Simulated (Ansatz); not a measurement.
Band edges of Na₂S (Fm-3m).

```
Na S
1.0
     0.00000    3.27350    3.27350
     3.27350    0.00000    3.27350
     3.27350    3.27350    0.00000
Na S
2 1
Direct
  0.25000 0.25000 0.25000
  0.75000 0.75000 0.75000
  0.00000 0.00000 0.00000
```

Method: DFT LDA, scalar-relativistic, plane waves, PAW; levels and slopes on a dense k mesh at the converged density (Ansatz). No spin polarisation. k mesh for the levels: 32×32×32. Unrelaxed database geometry.

Masses come from a second pass at points close to the extrema; at the energies drawn a band may no longer be parabolic.

The gap is direct, 2.24 eV at this level of theory (semilocal functionals give gaps that are too small, and can reorder valleys that lie close).

Valence band: one maximum at Γ, three bands meeting there, with masses of 0.38 and 2.64 mₑ among them, each the same along x, y and z. Band 12 forms the valence edge; band 11 meets it there and band 10 meets it there.
Conduction band: one minimum at Γ, mass 0.27 mₑ in all directions. Band 13 forms the conduction edge.

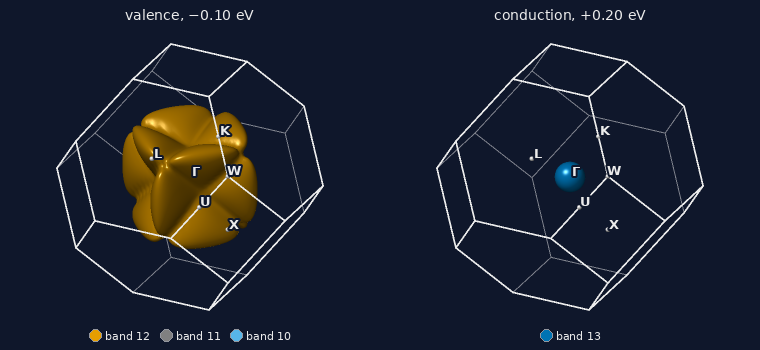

Constant-energy surfaces near the two band edges, measured from each edge.

Where one band's surface lies inside another's, the outer one hides all or part of it.

Spin-orbit coupling, left out here, can split bands that meet at an edge and change their masses.
